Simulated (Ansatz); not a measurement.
Input file:

```
crystal:
  lattice:
    - [0.0, 2.1839935596, 2.1839935596]
    - [2.1839935596, 0.0, 2.1839935596]
    - [2.1839935596, 2.1839935596, 0.0]
  atoms:
    - { symbol: Al, position: [0.0, 0.0, 0.0] }
    - { symbol: "N", position: [0.75, 0.75, 0.75] }
basis:
  ecutwfc: 420
  fft_grid_basis: typed
kpoints:
  mp_grid: { grid: [12, 12, 12] }
hamiltonian:
  xc: pbe
scf:
  occupations: { method: gaussian, width: 0.05 }
  n_extra_bands: 6
output:
  forces: true
  stress: false
  eigenvalues: true
  bader: false
  write_density: false
  volumetric_format: npy
  band_densities:
    - { e_range: [-2.26, -1.65] }
    - { e_range: [1.65, 2.26] }
    - { e_range: [-7.53, -5.56] }
    - { e_range: [-5.56, -3.61] }
    - { e_range: [1.63, 6.35] }
    - { e_range: [-7.54, -1.63] }
    - { e_range: [-16.66, -13.87] }
  dos:
    e_range: [-30, 8]
    de: 0.02
    method: { smearing: { sigma: 0.03, scheme: gaussian } }
    projected: { site_lists: { Al: [Al], "N": ["N"] } }
checkpoint:
  read: start.run
  write: ck
  compress: false
  write_wavefunctions: false
  write_every: 100000
```

Run with:

```sh
ansatz run input.yaml --threads 2 --pin off --max-ram 4096MiB --backend cpu --events-out ev --progress --plain --runs-dir out
```

The picture shows the conventional cell (a = 4.37 Å, b = 4.37 Å, c = 4.37 Å, α = 90.00°, β = 90.00°, γ = 90.00°).

Space group F-43m; the calculation finds a residual pressure of about 5 GPa at this fixed cell. This isn't the usual form at ambient conditions. The cell comes from a database of computed structures, not from a measurement.

Level of theory: Ansatz 0.2.0, DFT PBE, scalar-relativistic, plane waves, PAW.

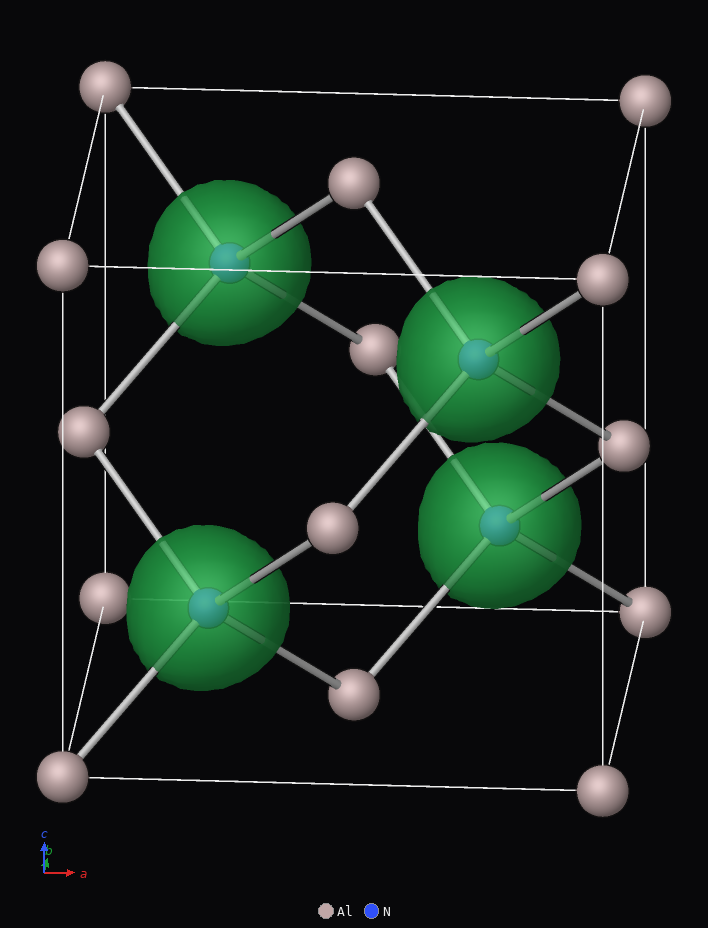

AlN. Density of the Kohn–Sham states from −0.6 to 0.0 eV about the valence-band maximum (the top of the valence band), scaled to one electron a cell: green surface at 0.2 1/Å³, in the conventional cell seen at an oblique angle.

In a PAW calculation such maps are meaningful between the atoms, not at the nuclei.

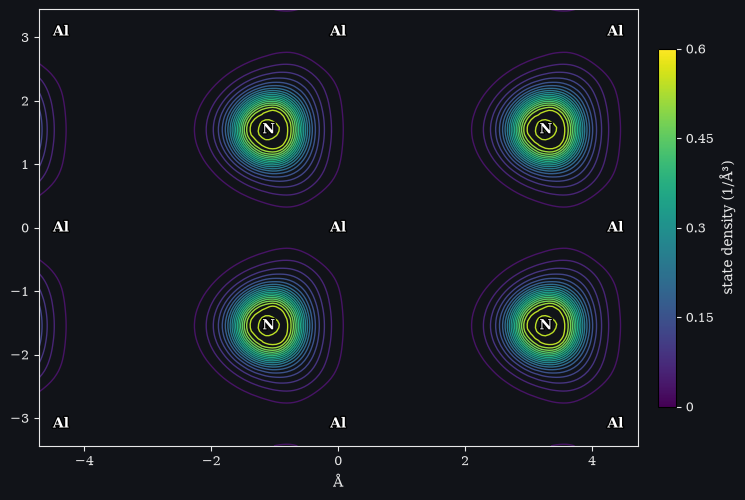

Also shown: a map on the (110) plane of the conventional cell.

**Which atoms and orbitals make up these states?**

Löwdin projections on the PAW files' atomic orbitals give N 2p (95 %). In space (atomic cells sized by Bader volumes) the density divides as N over 95 % and Al little.

Cost of the run: 0.75 s on 2 threads of Intel(R) Xeon(R) 6975P-C (Granite Rapids), with other jobs on the host, peak memory 0.32 GiB.
